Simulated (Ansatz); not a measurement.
# Single-point calculation of MnO2 (part 2 of 2)

Continued. System: MnO2 (C2/m, 9 atoms in the cell). Method: DFT PBE+U+J, scalar-relativistic, plane waves, PAW, U = 4 eV, J = 0.5 eV on Mn atom 1 d; U = 4 eV, J = 0.5 eV on Mn atom 2 d; U = 4 eV, J = 0.5 eV on Mn atom 3 d, spin-polarised (Ansatz 0.2.0); cutoff 420 eV, 7×7×4 k-mesh, Gaussian smearing of 0.05 eV, collinear spins. The structure derives from an entry of the Crystallography Open Database. It belongs to a series of runs on one base structure; here: random orbitals: random, high filling.

Geometry of the input (Å; fractional positions):
```
6.8500  -1.4335  0.0000
6.8500  1.4335  0.0000
-0.0389  0.0000  4.4598
Mn 0.0000  0.0000  0.0000
Mn 0.6610  0.6610  0.5060
Mn 0.3390  0.3390  0.4940
O  0.4465  0.4465  0.7680
O  0.5535  0.5535  0.2320
O  0.8905  0.8905  0.2600
O  0.1095  0.1095  0.7400
O  0.7830  0.7830  0.7260
O  0.2170  0.2170  0.2740
```

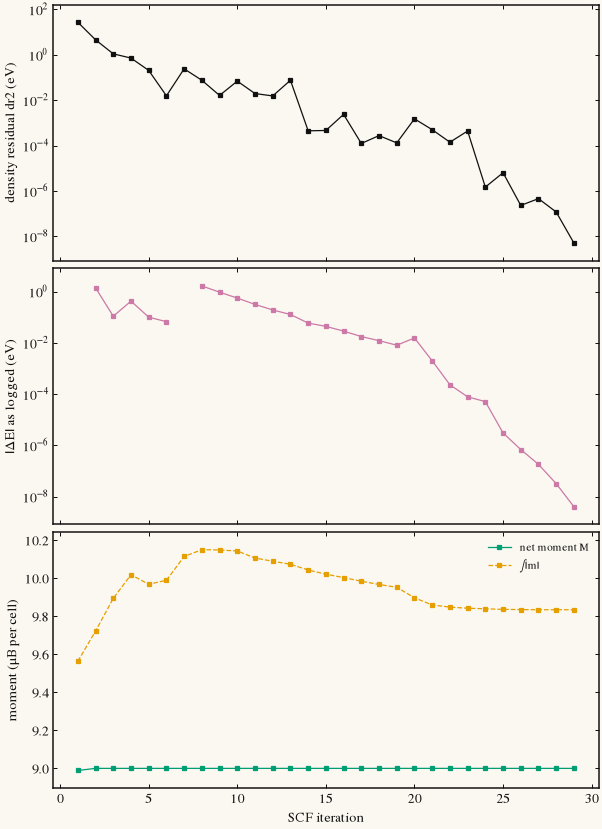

Figure 1. Convergence of the self-consistent field: density residual dr2, size of the energy change and magnetic moment against the SCF iteration. The residual falls unevenly and jumps up by a factor of two or more 8 times on the way down. The net moment stays at 9.0 μB per cell.

```
SCF converged after 29 iterations
Magnetization: 9.0000 μB (45.0000 up, 36.0000 down)
Absolute magnetization: 9.8600 μB (∫|ρ↑−ρ↓|, with the PAW one-centre terms)
Spin contamination: 0.2104 ħ² per cell (⟨S²⟩ above its minimum at these occupations)
Per-site moments (μB) at R_I (Å): [(2.6282936022440264, 0.7854289549860558), (2.6536933859399063, 0.7860223766391637), (2.6536567077893434, 0.7860223766391637), (-0.007288586272290133, 0.7860223766391637), (-0.007294660641099018, 0.7860223766391637), (-0.01501447353994075, 0.785428954986056), (-0.01503059230248126, 0.7854289549860558), (-0.08024470892923355, 0.7964251863149224), (-0.0802561665356314, 0.7964251863149223)]
Free energy (F): -15094.381222 eV
Harris-Foulkes:  -15094.381222 eV  (|F-HF|=2.90e-9)
Internal energy: -15094.381222 eV  (E = F + TS)
E sigma→0 (E₀):  -15094.381222 eV
Fermi energy:    10.034571 eV
--- Per-component energies (eV) ---
  E_band       = -959.635158
  E_kinetic    = 1942.615735
  E_local      = -8697.415045  (includes V_loc(G=0)·N_el)
  E_nonlocal   = 999.236724
  E_hartree    = 3442.182119
  E_xc         = -780.934918
  E_vxc        = -997.772849  (∫ρ·V_xc dr)
  E_hubbard    = 6.262358  (on-site DFT+U / exact-exchange correction)
  E_vhub       = -13.725089  (the Hubbard potential's part of the band-sum identity)
  E_paw        = -4831.062971  (= ΣΔE_a)
  E_vpaw       = -1076.951556  (= ΣTr[D̂ρ^β])
  E_aug_tail   = 0.014566  (compensation charges beyond the density's cutoff)
  E_ewald      = -7175.279789
  E_smearing   = -0.000000  (= −TS)
  E_closure    = -0.000000  (closes the sum)
  Σ components = -15094.381222   (vs F -15094.381222, Δ=0.00e0)
--- DFT+U+J on-site energies (Liechtenstein; fll double counting; per corrected site; eV) ---
  site 0 (l=d): U=4.0000  J=0.5000  Tr N=4.9774  E_int=38.719239  E_dc=36.626090  E_U=2.093148
  site 1 (l=d): U=4.0000  J=0.5000  Tr N=5.0112  E_int=39.259428  E_dc=37.174832  E_U=2.084596
  site 2 (l=d): U=4.0000  J=0.5000  Tr N=5.0113  E_int=39.259766  E_dc=37.175152  E_U=2.084614
--- Specified on-site occupations, and those of the state reported ---
  electrons in the specified blocks: 9.1500 specified, 14.9999 found
  site 0 (l=d) ↑: largest change of an orbital's occupation 0.9358; electrons 2.9500 specified, 3.9829 found; spectral distance 0.6878
  site 2 (l=d) ↑: largest change of an orbital's occupation 0.9116; electrons 2.9500 specified, 4.0165 found; spectral distance 0.7088
  site 1 (l=d) ↑: largest change of an orbital's occupation 0.6760; electrons 2.9500 specified, 4.0165 found; spectral distance 0.7088
  site 0 (l=d) ↓: largest change of an orbital's occupation 0.3189; electrons 0.1000 specified, 0.9946 found; spectral distance 0.4657
  site 2 (l=d) ↓: largest change of an orbital's occupation 0.3181; electrons 0.1000 specified, 0.9948 found; spectral distance 0.4678
  site 1 (l=d) ↓: largest change of an orbital's occupation 0.3181; electrons 0.1000 specified, 0.9947 found; spectral distance 0.4678
--- Forces (eV/Å), atoms counted from 1 ---
  atom   1  Mn    -0.00001637    -0.00000065    -0.00002013
  atom   2  Mn    -0.92787537     0.00000095    -0.12443785
  atom   3  Mn     0.92789948     0.00000110     0.12446323
  atom   4  O      0.31332605     0.00000728     0.45556797
  atom   5  O     -0.31333748    -0.00000188    -0.45558231
  atom   6  O     -0.55660305    -0.00000494     0.42809742
  atom   7  O      0.55658039     0.00000283    -0.42803944
  atom   8  O     -0.52106365    -0.00000041    -1.08903612
  atom   9  O      0.52109892    -0.00000360     1.08899434
  max |Σ_I F_I| component: 8.91e-6 eV/Å
--- Stress (GPa, compression-positive) ---
        6.815359       0.000022       0.031205
        0.000022       4.014778       0.000006
        0.031201       0.000011      -3.081224
  P = ⅓ Tr σ = 2.5830 GPa (25.830 kbar)
--- Band table (eV; the first three rows and the last of 198) ---
  k-point 0 ↑: bands = ["-72.4291", "-72.3670", "-72.3572", "-41.1048", "-41.0900", "-41.0845", "-41.0542", "-41.0434", "-41.0233", "-41.0096", "-40.9917", "-40.9824", "-9.6144", "-8.3931", "-8.3285", "-7.5417", "-7.5038", "-7.4700", "2.0791", "2.4446", "2.4494", "2.9142", "4.0069", "4.0115", "4.2497", "4.3412", "4.4960", "4.9529", "5.1189", "5.1682", "5.2436", "5.5556", "5.6252", "6.6019", "6.7025", "7.5092", "7.6692", "7.7665", "7.8471", "7.9716", "8.6170", "8.7148", "9.0544", "9.1296", "9.2486", "10.3980", "11.6295", "12.2139", "12.3106", "12.4030", "12.9929", "17.2978", "20.5070", "20.7144"]
  k-point 1 ↑: bands = ["-72.4291", "-72.3671", "-72.3572", "-41.1047", "-41.0922", "-41.0831", "-41.0529", "-41.0434", "-41.0233", "-41.0104", "-40.9922", "-40.9820", "-9.4278", "-8.4396", "-8.2770", "-7.6981", "-7.5694", "-7.5246", "2.1839", "2.2555", "2.6495", "2.9692", "4.0469", "4.0817", "4.2973", "4.3174", "4.3339", "5.0638", "5.1007", "5.1724", "5.3307", "5.6847", "5.7075", "6.3796", "6.6228", "7.5888", "7.7254", "7.7642", "7.8798", "7.9297", "8.2945", "8.6180", "8.6651", "9.0928", "9.5229", "10.9830", "11.5457", "12.1476", "12.2755", "12.3907", "12.7100", "18.1120", "20.5012", "20.6748"]
  k-point 2 ↑: bands = ["-72.4291", "-72.3672", "-72.3572", "-41.1047", "-41.0938", "-41.0822", "-41.0516", "-41.0434", "-41.0234", "-41.0111", "-40.9926", "-40.9816", "-9.1098", "-8.6583", "-8.2232", "-7.7600", "-7.6856", "-7.5801", "2.0194", "2.1926", "2.9326", "3.3129", "3.9463", "4.1340", "4.1365", "4.3047", "4.4915", "4.9752", "4.9877", "5.2953", "5.5128", "5.7977", "5.8033", "6.0242", "6.5820", "7.5062", "7.6300", "7.6340", "7.9014", "8.0116", "8.1840", "8.4991", "8.6507", "9.1625", "9.6061", "11.3788", "11.8257", "12.0947", "12.1298", "12.2358", "12.3405", "19.5039", "19.7771", "20.8879"]
  k-point 98 ↓: bands = ["-69.0234", "-68.9290", "-68.9265", "-37.9076", "-37.8463", "-37.8426", "-37.7549", "-37.7243", "-37.7043", "-37.6844", "-37.5953", "-37.5913", "-8.2543", "-8.0121", "-7.9302", "-7.6684", "-7.5853", "-7.5618", "3.9223", "4.2953", "4.4021", "4.5064", "4.7835", "4.8760", "5.2411", "5.4631", "5.7318", "6.1774", "6.5309", "6.7271", "6.9976", "7.1137", "7.6858", "8.1787", "8.3725", "8.6247", "11.8245", "11.8886", "12.1176", "12.3052", "12.4674", "12.6088", "12.7010", "12.8705", "12.8949", "13.0281", "13.1724", "13.3315", "13.6807", "14.1719", "14.2162", "21.6318", "21.9677", "23.0200"]
Occupation matrices written to [file]
--- Löwdin populations: 9 sites ---
  site symbol       q [e]    m [muB]
     0     Mn     13.5232     2.9908
     1     Mn     13.5530     3.0279
     2     Mn     13.5530     3.0278
     3      O      6.6990     0.0137
     4      O      6.6990     0.0137
     5      O      6.6935     0.0041
     6      O      6.6935     0.0041
     7      O      6.6242    -0.0761
     8      O      6.6242    -0.0761
  spilling = 0.004169 (of n_electrons = 81.000000)
--- Occupation matrices: 3 shells (run DFT+U table (all-electron-ortho-atomic); ε = 3.02e-3) ---
  Mn0 d_3D: site group C2h (2/m)
  Mn0 d_3D up     Tr n = 3.9829  λ = 0.501 0.510 0.988 0.990 0.993  [yz 0.63 (Eg 1.00) Bg(1.00) | xz 0.71 (Eg 0.99) Ag(1.00) | 2× xy 0.31 (T2g 1.00) Ag(0.50) | z2 0.89 (T2g 0.99) Ag(1.00)]
  Mn0 d_3D dn     Tr n = 0.9946  λ = 0.081 0.125 0.134 0.316 0.339  [x2-y2 0.54 (T2g 1.00) Ag(1.00) | xy 0.61 (T2g 1.00) Bg(1.00) | z2 0.80 (T2g 0.99) Ag(1.00) | xz 0.70 (Eg 0.99) Ag(1.00) | yz 0.61 (Eg 1.00) Bg(1.00)]
  specified occupation → Mn0 d_3D up: matrix, ‖Δ‖_F = 1.2651, Tr Δ = -1.0329, displaced = 1.1466, d_λ = 0.6878; orbital distance = 1.5614
  specified occupation → Mn0 d_3D dn: matrix, ‖Δ‖_F = 0.4657, Tr Δ = -0.8946, displaced = 0.4473, d_λ = 0.4657; orbital distance = 0.0000
  Mn1 d_3D: site group Cs (m)
  Mn1 d_3D up     Tr n = 4.0165  λ = 0.517 0.524 0.990 0.991 0.994  [yz 0.64 A''(1.00) | xz 0.65 A'(1.00) | 2× xy 0.32 A'(0.50) | z2 0.89 A'(1.00)]
  Mn1 d_3D dn     Tr n = 0.9947  λ = 0.092 0.116 0.125 0.324 0.338  [x2-y2 0.48 A'(1.00) | xy 0.61 A''(1.00) | z2 0.79 A'(1.00) | xz 0.62 A'(1.00) | yz 0.61 A''(1.00)]
  specified occupation → Mn1 d_3D up: matrix, ‖Δ‖_F = 0.8720, Tr Δ = -1.0665, displaced = 0.6920, d_λ = 0.7088; orbital distance = 0.7568
  specified occupation → Mn1 d_3D dn: matrix, ‖Δ‖_F = 0.4678, Tr Δ = -0.8947, displaced = 0.4474, d_λ = 0.4678; orbital distance = 0.0000
  Mn2 d_3D: site group Cs (m)
  Mn2 d_3D up     Tr n = 4.0165  λ = 0.517 0.524 0.990 0.991 0.994  [yz 0.64 A''(1.00) | xz 0.65 A'(1.00) | 2× xy 0.32 A'(0.50) | z2 0.89 A'(1.00)]
  Mn2 d_3D dn     Tr n = 0.9948  λ = 0.092 0.116 0.125 0.324 0.338  [x2-y2 0.48 A'(1.00) | xy 0.61 A''(1.00) | z2 0.79 A'(1.00) | xz 0.62 A'(1.00) | yz 0.61 A''(1.00)]
  specified occupation → Mn2 d_3D up: matrix, ‖Δ‖_F = 1.2842, Tr Δ = -1.0665, displaced = 1.1769, d_λ = 0.7088; orbital distance = 1.6008
  specified occupation → Mn2 d_3D dn: matrix, ‖Δ‖_F = 0.4678, Tr Δ = -0.8948, displaced = 0.4474, d_λ = 0.4678; orbital distance = 0.0000
  Tr n, λ and their labels are of the run-group-symmetrised matrices; stabiliser: 4 of 8 elements of G0×{1,Θ} (closed), max defect 2.2e-5 at τ = 6.4e-4
```

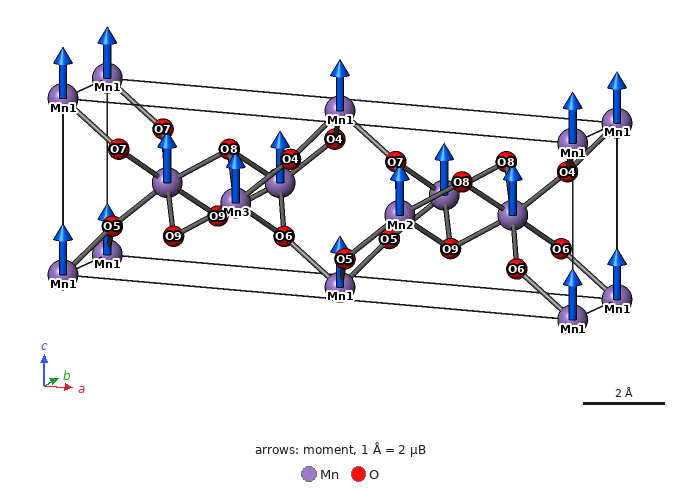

Figure 2. Magnetic moments of the sites as blue arrows (ball-and-stick view of the cell 2 times as large as that of the calculation, set on its symmetry axes, seen slightly off an axis; atoms are numbered from 1 in the order of the input); small moments hardly show. The run is collinear, so the axis drawn is arbitrary. Site moments: Mn2, Mn3 (2.65 μB); Mn1 (2.63 μB); O8, O9 (−0.08 μB). They are counted near the atoms and needn't add up to the moment of the cell.

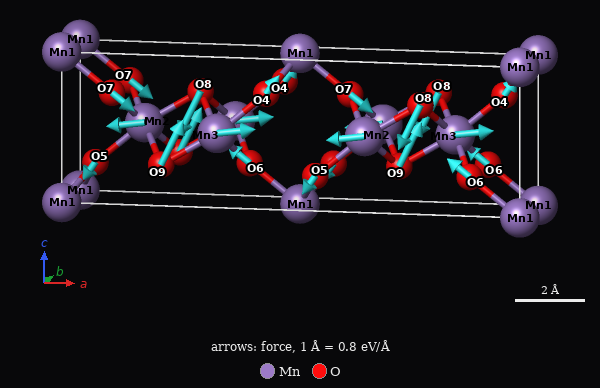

Figure 3. Forces on the atoms as teal arrows (ball-and-stick view of the cell 2 times as large as that of the calculation, set on its symmetry axes, seen slightly off an axis; atoms are numbered from 1 in the order of the input). The largest act on O8, O9 (1.21 eV/Å); Mn2, Mn3 (0.94 eV/Å); O6, O7 (0.70 eV/Å); O4, O5 (0.55 eV/Å). The geometry is not a stationary point of this energy.

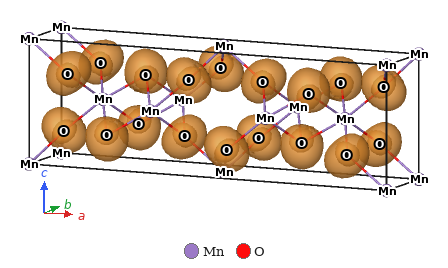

Figure 4. Isosurface of the ELF at 0.75 (orange), seen slightly off an axis. Only the valence region is drawn (cores and ρ < 0.01 e/Å³ removed). Sticks mark near contacts. The outline is the cell set on symmetry axes. Along the contacts the grid gives the following. Mn–O (1.90 Å): the ELF is about 0.25 at the midpoint. The fields are those of the smooth PAW valence density.

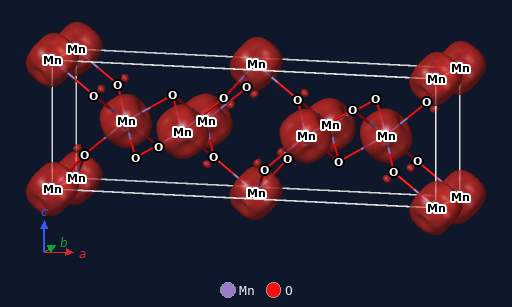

Figure 5. Isosurfaces of the spin density (up minus down) at +0.2 (red) and −0.2 e/Å³ (blue), seen slightly off an axis. Sticks mark near contacts. The outline is the cell set on symmetry axes. The cell of the calculation (9 atoms) carries 9.0 μB net. Only one sign reaches the isovalue.

## Summary

| quantity | value |
| --- | --- |
| outcome | converged |
| space group (tolerance 0.01 Å) | C2/m (12) |
| electrons treated | 81 |
| free energy | −15094.3812 eV |
| Fermi energy | 10.035 eV |
| gap on the k-point mesh | 0.73 eV |
| net moment of the cell | 9.00 μB |
| integrated absolute moment | 9.86 μB |
| pressure | 2.58 GPa |
| largest force (length of the vector) | 1.207 eV/Å |
| wall time | 84 s (CPU time 5.5 min) |
| peak memory | 1 GiB |

## Notes

The program warns: the typed occupations were not kept; the occupation matrices lower the symmetry.
